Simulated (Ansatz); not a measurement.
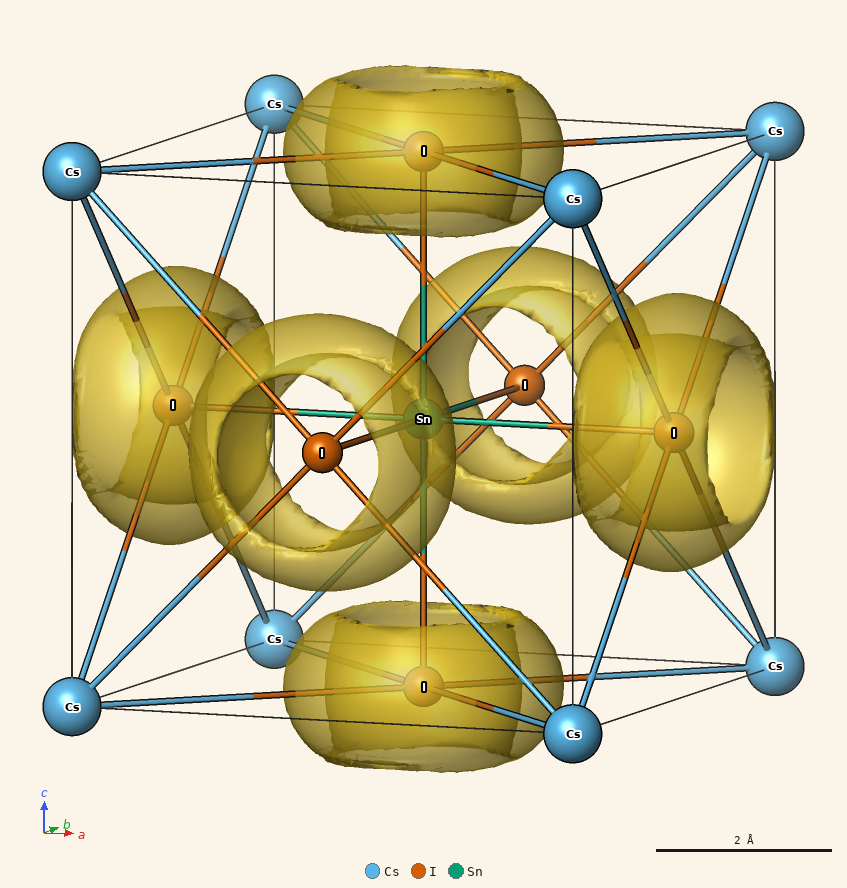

The picture shows: CsSnI$_{3}$. Isosurface of the ELF at 0.75 (yellow), seen slightly off an axis. Core shells and regions of very low density are left out. Sticks mark near contacts.

Space group Pm-3m.

All numbers below come from Kohn-Sham DFT of a periodic cell, HSE06, Ansatz PAW (Ansatz).

In a PAW calculation such maps are meaningful between the atoms, not at the nuclei.

Where are the electrons localised?

The ELF exceeds this value in three regions wrapped around I (the valence shell of each), counted in one cell of 5 atoms. Regions shared between cells count once. Profiles from the grid: Sn–I (3.10 Å): the ELF peaks at about 0.70 in the valence shell of I, 1.2 Å from its nucleus, and drops to about 0.30 between the two atoms. Cs–I (4.39 Å): the ELF peaks at about 0.80 in the valence shell of I, 1.4 Å from its nucleus, and drops to about 0 between the two atoms: a closed-shell, largely ionic contact.

Does the calculation give a band gap?

It is gapped, with a Kohn–Sham gap of 0.64 eV on the k-point mesh (the band edges may lie off the mesh, which would make the gap smaller).
